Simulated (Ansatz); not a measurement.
Input

```
crystal:
  lattice:
    - [5.651870115, 0.0, 0.0]
    - [-2.8259350575, 4.8946630985, 0.0]
    - [0.0, 0.0, 5.1936822055]
  atoms:
    - { symbol: Zr, position: [0.3398784057, 0.0, 0.0] }
    - { symbol: Zr, position: [0.3398784057, 0.3398784057, 0.5] }
    - { symbol: Zr, position: [0.0, 0.3398784057, 0.0] }
    - { symbol: Zr, position: [0.6601215943, 0.0, 0.5] }
    - { symbol: Zr, position: [0.6601215943, 0.6601215943, 0.0] }
    - { symbol: Zr, position: [1.0, 0.6601215943, 0.5] }
    - { symbol: O, position: [0.3333333333, 0.6666666667, 0.25] }
    - { symbol: O, position: [0.6666666667, 0.3333333333, 0.75] }
basis:
  ecutwfc: 500
kpoints:
  mp_grid: { grid: [12, 12, 8] }
hamiltonian:
  xc: r2scan
scf:
  occupations: { method: gaussian, width: 0.15 }
output:
  forces: true
  stress: true
  eigenvalues: true
  write_density: true
  write_potential: true
  elf: true
  volumetric_format: npy
```

Command:

```sh
ansatz run input.yaml --threads 2 --pin off --max-ram 5120MiB --backend cpu --events-out ev --progress --plain --runs-dir out
```

Below, planes, directions and counts refer to the conventional cell (a = 5.65 Å, b = 5.65 Å, c = 5.19 Å, α = 90.00°, β = 90.00°, γ = 120.00°).

Space group P6₃22.

The calculation used DFT r2SCAN, scalar-relativistic, plane waves, PAW (Ansatz).

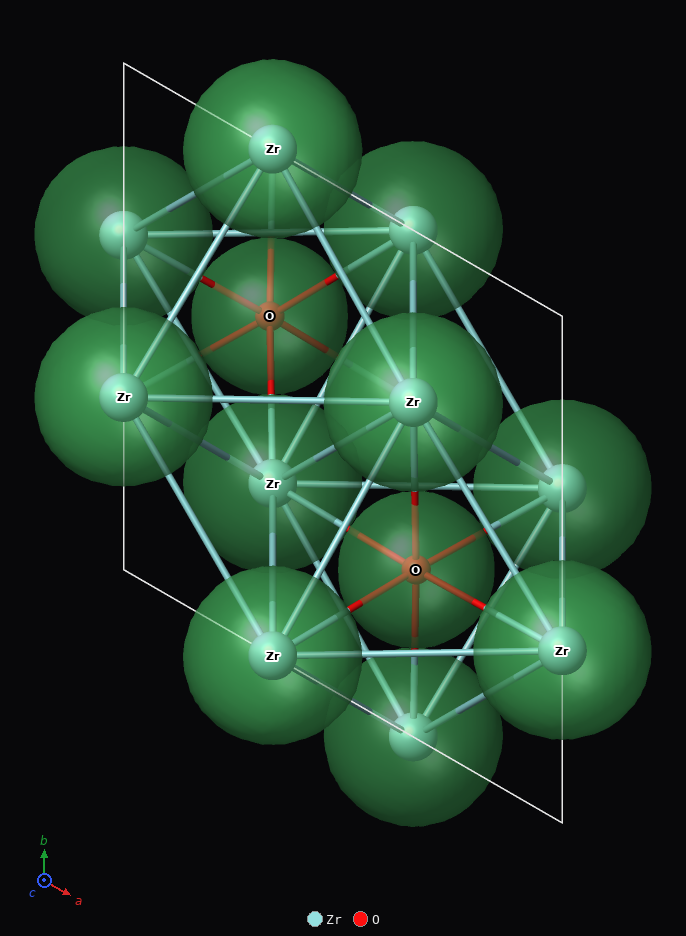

Zr3O. Isosurface of the valence charge density (pseudo) at 0.6 e/Å³ (green), seen along the c axis. Sticks mark near contacts.

Core electrons are frozen (PAW), and the valence fields are smoothed inside the atomic spheres.

### What does this surface tell about the bonding?

At this value the density breaks into separate islands; it holds about 70 % of the electrons treated as valence (semicore included). It bridges none of the near contacts. It is pinched off along the sampled Zr–O (2.27 Å), Zr–Zr (3.17 Å), Zr–Zr (3.23 Å) and Zr–Zr (3.33 Å) contacts. On the grid the lowest density along these lines, outside the cores, is 0.4 e/Å³ (Zr–O, 2.27 Å), 0.16 e/Å³ (Zr–Zr, 3.17 Å), 0.18 e/Å³ (Zr–Zr, 3.23 Å) and 0.16 e/Å³ (Zr–Zr, 3.33 Å).

### Does the calculation make it a metal, or give it a gap?

It is metallic or semimetallic at this level of theory: no gap opens.
